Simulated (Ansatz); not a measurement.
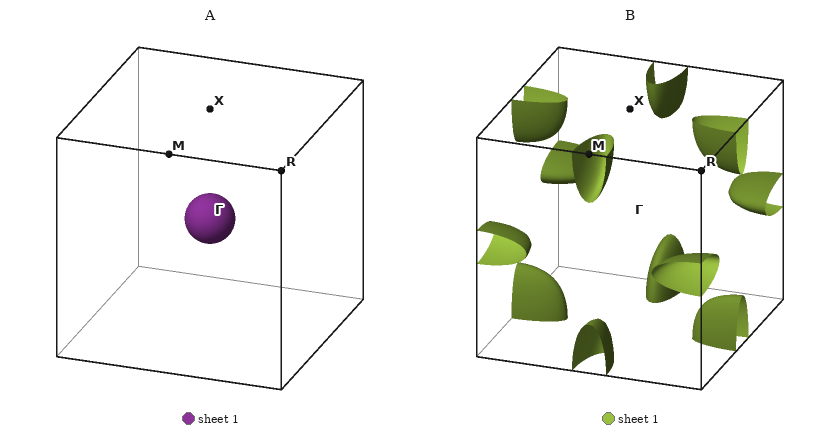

Constant-energy surfaces of RbBr (Pm-3m) near its two band edges (0.10 eV into the valence band, 0.30 eV into the conduction band), in unknown order.

The calculation used DFT PBEsol, scalar-relativistic, plane waves, PAW; levels and slopes on a dense k mesh at the converged density in Ansatz. No spin polarisation. Mesh 28×28×28, interpolated with the band slopes. Unrelaxed database geometry. The cell comes from a database of computed structures, not from a measurement.

Masses come from a second pass at points close to the extrema; at the energies drawn a band may no longer be parabolic.

Which panel shows the holes and which the electrons?

B shows the valence band (holes), A the conduction band (electrons).

Describe the extrema and the gap.

Valence band (extrema up to 0.10 eV from the edge): three equivalent maxima at M, principal masses 0.49, 3.59 and 3.59 mₑ. Band 8 forms the valence edge.
Conduction band (extrema up to 0.30 eV from the edge): one minimum at Γ, mass 0.31 mₑ in all directions. Band 9 forms the conduction edge.
The gap is indirect, 3.91 eV at this level of theory, which underestimates gaps and can reorder valleys that lie close.

Spin-orbit coupling, left out here, can change the gap, its kind, the place of the band edges and the masses, since the compound holds Rb and Br.

Time for the whole run: 27 s on 1 thread of Intel(R) Xeon(R) Platinum 8259CL CPU @ 2.50GHz (Skylake/Cascade Lake) (shared host), peak memory 0.7 GiB.
